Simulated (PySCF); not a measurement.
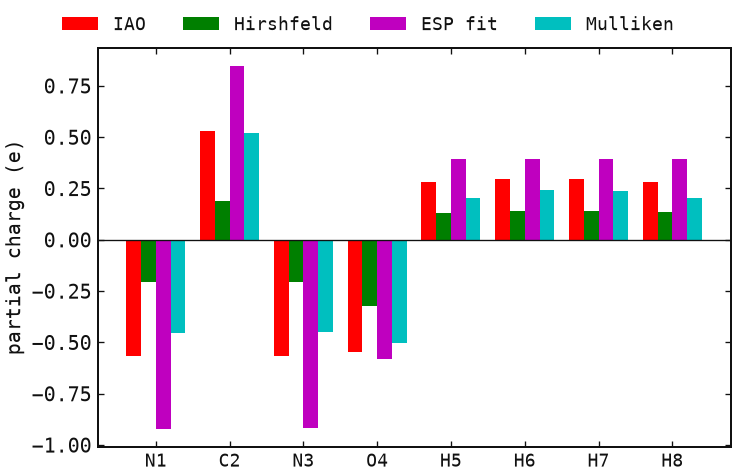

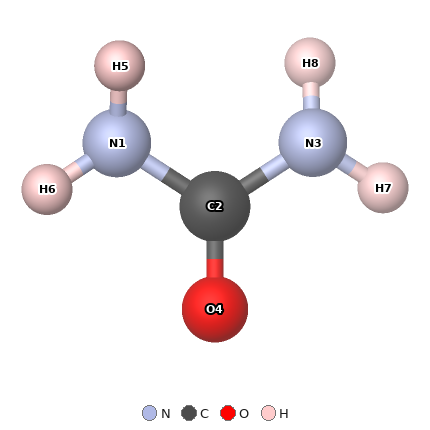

Atomic charges of CH₄N₂O (urea), SMILES NC(N)=O by 4 schemes, PBE0/IGLO-III in PySCF 2.14.0, at a PBE0-D3(BJ)/def2-SVP geometry (no frequency check).

On which atom do the schemes disagree most?

Answer. On N1 and N3 alike; for N1: IAO −0.57, Hirshfeld −0.21, ESP fit −0.92, Mulliken −0.45 e.

Which scheme gives the smallest charges overall?

Answer. Hirshfeld: mean absolute charge Hirshfeld 0.18, Mulliken 0.35, IAO 0.42, ESP fit 0.60 e.
